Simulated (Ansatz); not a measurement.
## Single-point calculation of WS2 (part 1 of 2)

- system: WS2 (R3m, 48 atoms in the cell)
- method: DFT PBE, scalar-relativistic, plane waves, PAW, no spin polarisation (Ansatz 0.2.0)

The structure derives from an entry of the Crystallography Open Database.

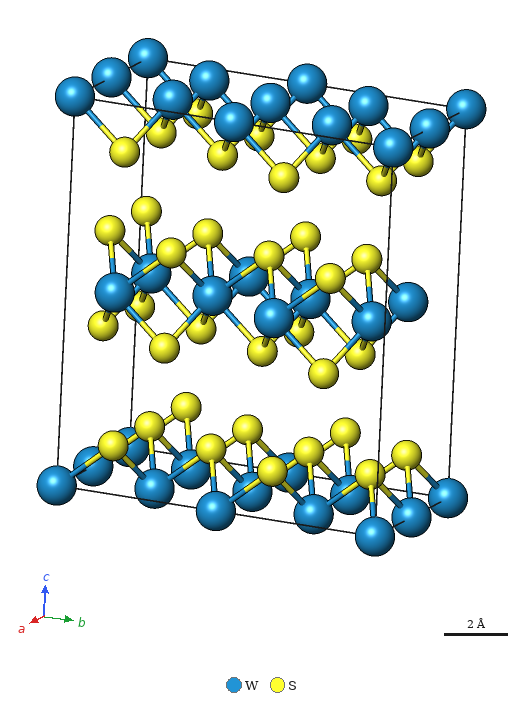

The input geometry (ball-and-stick view of the cell of the calculation, seen slightly off an axis). An atom can appear more than once, as a periodic image.

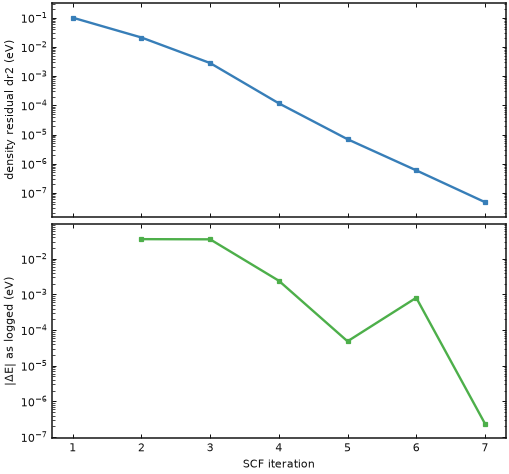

Convergence of the self-consistent field: density residual dr2 and size of the energy change against the SCF iteration. The residual falls at every step.

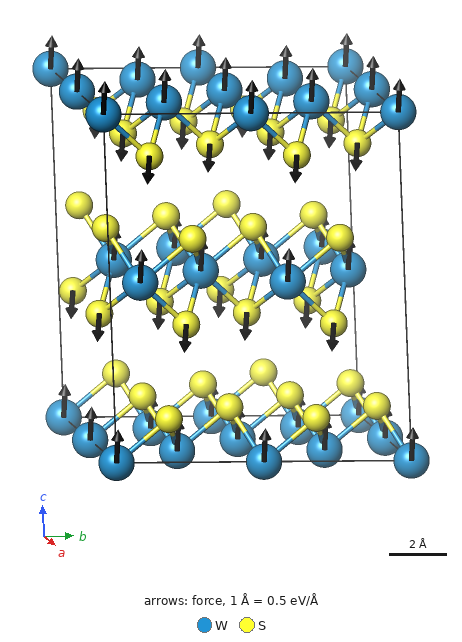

Forces on the atoms as black arrows (ball-and-stick view of the cell of the calculation, seen slightly off an axis). The largest act on all 16 W atoms (0.61 eV/Å); S17, S18, S19, S20, S21, S22 and 10 more (0.52 eV/Å). Atoms are counted from 1 in the order of the input and aren't labelled in the picture. The geometry is not a stationary point of this energy.

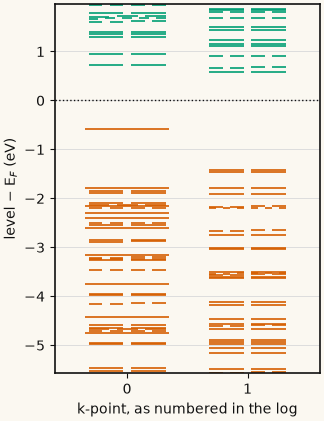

Kohn–Sham levels near the Fermi level (dotted) at the few k-points that the log prints; levels within 0.02 eV of each other stand side by side. Among these points the highest filled and lowest empty levels are 1.15 eV apart, which is the gap on the mesh.

The input and output of the run follow.

### Input
```yaml
crystal:
  lattice:
    - [-3.158, -5.469816, -1.0e-06]
    - [9.474, -5.469816, 0.0]
    - [0.0, 1.823272, 12.326667]
  atoms:
    - { symbol: W, position: [0.0, 0.0, 0.0] }
    - { symbol: W, position: [0.5, 0.0, 0.0] }
    - { symbol: W, position: [0.25, 0.25, 0.0] }
    - { symbol: W, position: [0.375, 0.125, 0.5] }
    - { symbol: W, position: [0.75, 0.25, 0.0] }
    - { symbol: W, position: [0.875, 0.125, 0.5] }
    - { symbol: W, position: [0.5, 0.5, 0.0] }
    - { symbol: W, position: [0.625, 0.375, 0.5] }
    - { symbol: W, position: [0.0, 0.5, 0.0] }
    - { symbol: W, position: [0.125, 0.375, 0.5] }
    - { symbol: W, position: [0.75, 0.75, 0.0] }
    - { symbol: W, position: [0.875, 0.625, 0.5] }
    - { symbol: W, position: [0.25, 0.75, 0.0] }
    - { symbol: W, position: [0.375, 0.625, 0.5] }
    - { symbol: W, position: [0.125, 0.875, 0.5] }
    - { symbol: W, position: [0.625, 0.875, 0.5] }
    - { symbol: S, position: [0.093637, 0.031212, 0.374548] }
    - { symbol: S, position: [0.593638, 0.031213, 0.374552] }
    - { symbol: S, position: [0.343637, 0.281212, 0.374548] }
    - { symbol: S, position: [0.468637, 0.156212, 0.874548] }
    - { symbol: S, position: [0.843637, 0.281212, 0.374548] }
    - { symbol: S, position: [0.968637, 0.156212, 0.874548] }
    - { symbol: S, position: [0.593637, 0.531212, 0.374548] }
    - { symbol: S, position: [0.718637, 0.406212, 0.874548] }
    - { symbol: S, position: [0.093637, 0.531212, 0.374548] }
    - { symbol: S, position: [0.218637, 0.406212, 0.874548] }
    - { symbol: S, position: [0.843637, 0.781212, 0.374548] }
    - { symbol: S, position: [0.968637, 0.656212, 0.874548] }
    - { symbol: S, position: [0.343637, 0.781212, 0.374548] }
    - { symbol: S, position: [0.468637, 0.656212, 0.874548] }
    - { symbol: S, position: [0.218637, 0.906212, 0.874548] }
    - { symbol: S, position: [0.718637, 0.906212, 0.874548] }
    - { symbol: S, position: [0.157125, 0.052375, 0.6285] }
    - { symbol: S, position: [0.657125, 0.052375, 0.6285] }
    - { symbol: S, position: [0.407125, 0.302375, 0.6285] }
    - { symbol: S, position: [0.532125, 0.177375, 0.1285] }
    - { symbol: S, position: [0.907125, 0.302375, 0.6285] }
    - { symbol: S, position: [0.032125, 0.177375, 0.1285] }
    - { symbol: S, position: [0.657125, 0.552375, 0.6285] }
    - { symbol: S, position: [0.782125, 0.427375, 0.1285] }
    - { symbol: S, position: [0.157125, 0.552375, 0.6285] }
    - { symbol: S, position: [0.282125, 0.427375, 0.1285] }
    - { symbol: S, position: [0.907125, 0.802375, 0.6285] }
    - { symbol: S, position: [0.032125, 0.677375, 0.1285] }
    - { symbol: S, position: [0.407125, 0.802375, 0.6285] }
    - { symbol: S, position: [0.532125, 0.677375, 0.1285] }
    - { symbol: S, position: [0.282125, 0.927375, 0.1285] }
    - { symbol: S, position: [0.782125, 0.927375, 0.1285] }
basis:
  ecutwfc: 420
  fft_grid_basis: typed
kpoints:
  mp_grid: { grid: [2, 1, 1] }
hamiltonian:
  xc: pbe
  pseudopotentials: { kind: paw }
scf:
  occupations: { method: gaussian, width: 0.05 }
output:
  forces: true
  stress: false
  eigenvalues: true
  bader: false
  write_density: true
  volumetric_format: npy
```

Run as:
```bash
ansatz run input.yaml --threads 4 --pin off --max-ram 10240MiB --backend cpu --events-out ev --progress --plain --runs-dir out
```

### Log
```
Warning: the atoms were moved onto the symmetric positions of the space group found under crystal.symmetry.tolerance 1.0e-5 (fractional; no operation is sought that the atoms, as they stand in a round, miss by more than twice it, and no atom is moved by as much as it), and the run uses the moved positions. Before a round's move an operation carried an atom to 4.98e-5 Å from where it should land, the largest such distance. Atom 17 (counting from 0) moved farthest, by 4.67e-5 Å; the longest move in fractions of the cell, of whichever atom, is 0.39 of the tolerance, in 1 round. To run the atoms as typed, lower crystal.symmetry.tolerance until the operations that they miss are no longer found, or set crystal.symmetry.detect: false (a key that needs symmetry detection or time reversal refuses this as the deck is read). The positions used, in the order of the run's atom list: position: [0.0, 0.0, 0.0]; position: [0.5, 0.0, 0.0]; position: [0.25, 0.25, 0.0]; position: [0.375, 0.125, 0.5]; position: [0.75, 0.25, 0.0]; position: [0.875, 0.125, 0.5]; position: [0.5, 0.5, 0.0]; position: [0.625, 0.375, 0.5]; position: [0.0, 0.5, 0.0]; position: [0.125, 0.375, 0.5]; position: [0.75, 0.75, 0.0]; position: [0.875, 0.625, 0.5]; position: [0.25, 0.75, 0.0]; position: [0.375, 0.625, 0.5]; position: [0.125, 0.875, 0.5]; position: [0.625, 0.875, 0.5]; position: [0.09363706249999998, 0.031212062500000002, 0.37454824999999997]; position: [0.5936370625, 0.031212062500000002, 0.37454824999999997]; position: [0.3436370625, 0.28121206249999997, 0.37454824999999997]; position: [0.4686370625, 0.1562120625, 0.87454825]; position: [0.8436370625, 0.28121206249999997, 0.37454824999999997]; position: [0.9686370625, 0.1562120625, 0.87454825]; position: [0.5936370625, 0.5312120625, 0.37454824999999997]; position: [0.7186370625, 0.40621206249999997, 0.87454825]; position: [0.09363706249999998, 0.5312120625, 0.37454824999999997]; position: [0.21863706249999998, 0.40621206249999997, 0.87454825]; position: [0.8436370625, 0.7812120625, 0.37454824999999997]; position: [0.9686370625, 0.6562120625, 0.87454825]; position: [0.3436370625, 0.7812120625, 0.37454824999999997]; position: [0.4686370625, 0.6562120625, 0.87454825]; position: [0.21863706249999998, 0.9062120625, 0.87454825]; position: [0.7186370625, 0.9062120625, 0.87454825]; position: [0.157125, 0.052375, 0.6285]; position: [0.657125, 0.052375, 0.6285]; position: [0.407125, 0.302375, 0.6285]; position: [0.532125, 0.177375, 0.1285]; position: [0.907125, 0.302375, 0.6285]; position: [0.032125, 0.177375, 0.1285]; position: [0.657125, 0.552375, 0.6285]; position: [0.782125, 0.427375, 0.1285]; position: [0.157125, 0.552375, 0.6285]; position: [0.282125, 0.427375, 0.1285]; position: [0.907125, 0.802375, 0.6285]; position: [0.032125, 0.677375, 0.1285]; position: [0.407125, 0.802375, 0.6285]; position: [0.532125, 0.677375, 0.1285]; position: [0.282125, 0.927375, 0.1285]; position: [0.782125, 0.927375, 0.1285];
Engine: ansatz 0.2.0, aarch64-unknown-linux-gnu
Pseudopotentials: kind: paw
Pseudopotential: W, paw, valence charge 14, recommended cutoff 420 eV (normal), W.paw.azcp
Pseudopotential: S, paw, valence charge 6, recommended cutoff 420 eV (normal), S.paw.azcp
Functional definition: PBE
  parameter kappa = 0.804
  parameter beta = 0.06672455060314922
  exchange = pbe_x(kappa = kappa, mu = beta*pi^2/3)
  correlation = pbe_c(beta = beta)
Crystal: 48 atoms, lattice volume = 851.708 Å³
Basis set: ecut = 420 eV, 16669 PW (Γ), exchange–correlation on 90×150×180 points (8 copies of the dense FFT grid, shifted against one another)
Bands: 256, of which v1, the nominal top of the filled ones, is band 208 counted from 1 (207 counted from 0)
Symmetry: 16 space group operations
Space group: R3m (ITA 160), of the structure as read, at distance tolerance 9.5e-5 Å
k-points: 2
Non-local potential: W, projectors of the file, l = 0: 3, l = 1: 2, l = 2: 2, l = 3: 1
Non-local potential: S, projectors of the file, l = 0: 2, l = 1: 2, l = 2: 2
PAW form: soft (Blöchl's): semilocal exchange-correlation on the pseudo side does not see the compensation charge
PAW one-centre angular grid: W, 590 points (default); XC on 64 Gauss nodes
PAW one-centre angular grid: S, 110 points (default); XC on 64 Gauss nodes
Initial density: superposition of atomic densities (neutral atoms: chi_scale 0, normalization atom), corrected by the library's trained network
Initial wavefunctions: pseudopotential atomic-orbital guess
Functional: x = pbe(κ = 0.804, μ = 0.2195149727645171), c = pbe(β = 0.06672455060314922)
SCF iter   1: F=—  HF=-195060.996677 eV  |F-HF|=—  |Δ(HF+E_count)|=         —  Δρ=5.29e-3  dr2=1.01e-1  ethr=1.77e-3  ⟨swp⟩=6.0  Hψ=2112  notcnv=0
preconditioner: auto → Resta (q_TF=auto, 2.421 Å⁻¹)  ε∞=7.6  [insulator: Δε(μ)=1.147 eV  Ē_g=8.413 eV  σ=0.050 eV  W_gap=1.00  n_scr=212 (ndim 8)  ℏωp=21.6 eV  f_vac=0.016  D(μ)=0.00/eV (n_scr^D=0)  ε∞_Penn≈7.6]
SCF iter   2: F=—  HF=-195061.032302 eV  |F-HF|=—  |Δ(HF+E_count)|=   3.56e-2  Δρ=2.89e-3  dr2=2.11e-2  ethr=2.43e-5  ⟨swp⟩=2.0  Hψ=788  notcnv=0  defer=6
SCF iter   3: F=—  HF=-195061.067482 eV  |F-HF|=—  |Δ(HF+E_count)|=   3.52e-2  Δρ=7.74e-4  dr2=2.81e-3  ethr=5.07e-6  ⟨swp⟩=2.0  Hψ=698  notcnv=0
automatic band count: iteration 3 solves 241 bands in place of 256: the levels show a gap, and the empty bands left out lie too high to hold charge; the band table lists the bands solved (type scf.n_extra_bands for more)
SCF iter   4: F=—  HF=-195061.069902 eV  |F-HF|=—  |Δ(HF+E_count)|=   2.42e-3  Δρ=1.05e-4  dr2=1.17e-4  ethr=6.77e-7  ⟨swp⟩=2.0  Hψ=714  notcnv=0
SCF iter   5: F=—  HF=-195061.069854 eV  |F-HF|=—  |Δ(HF+E_count)|=   4.84e-5  Δρ=2.76e-5  dr2=6.89e-6  ethr=2.82e-8  ⟨swp⟩=2.0  Hψ=650  notcnv=0
SCF iter   6: F=—  HF=-195061.069047 eV  |F-HF|=—  |Δ(HF+E_count)|=   8.07e-4  Δρ=7.37e-6  dr2=5.91e-7  ethr=1.66e-9  ⟨swp⟩=2.0  Hψ=714  notcnv=0
SCF iter   7: F=-195061.069047 eV  HF=-195061.069047 eV  |F-HF|=1.95e-8  |Δ(HF+E_count)|=   2.37e-7  Δρ=1.53e-6  dr2=4.81e-8  ethr=2.40e-11  ⟨swp⟩=10.0  Hψ=2158  notcnv=0
SCF 1 converged in 7 iterations: F = -195061.069047 eV  dr2 = 4.81e-8
  greatest PAW one-centre occupation: 1.000 electrons in one spin orbital (limit 2), on the W atom at site 15 (counted from 0), in its partial waves of l = 0
SCF converged after 7 iterations
Free energy (F): -195061.069047 eV
Harris-Foulkes:  -195061.069047 eV  (|F-HF|=1.95e-8)
Internal energy: -195061.069047 eV  (E = F + TS)
E sigma→0 (E₀):  -195061.069047 eV
Fermi energy:    12.339600 eV
--- Per-component energies (eV) ---
  E_band       = -2984.064371
  E_kinetic    = 10685.309919
  E_local      = -28113.348187  (includes V_loc(G=0)·N_el)
  E_nonlocal   = 918.310644
  E_hartree    = 11170.668657
  E_xc         = -7403.643309
  E_vxc        = -6652.786840  (∫ρ·V_xc dr)
  E_paw        = -156211.367215  (= ΣΔE_a)
  E_vpaw       = -2162.915416  (= ΣTr[D̂ρ^β])
  E_aug_tail   = -0.000998  (compensation charges beyond the density's cutoff)
  E_ewald      = -26106.998556
  E_smearing   = -0.000000  (= −TS)
  E_closure    = -0.000000  (closes the sum)
  Σ components = -195061.069047   (vs F -195061.069047, Δ=0.00e0)
```
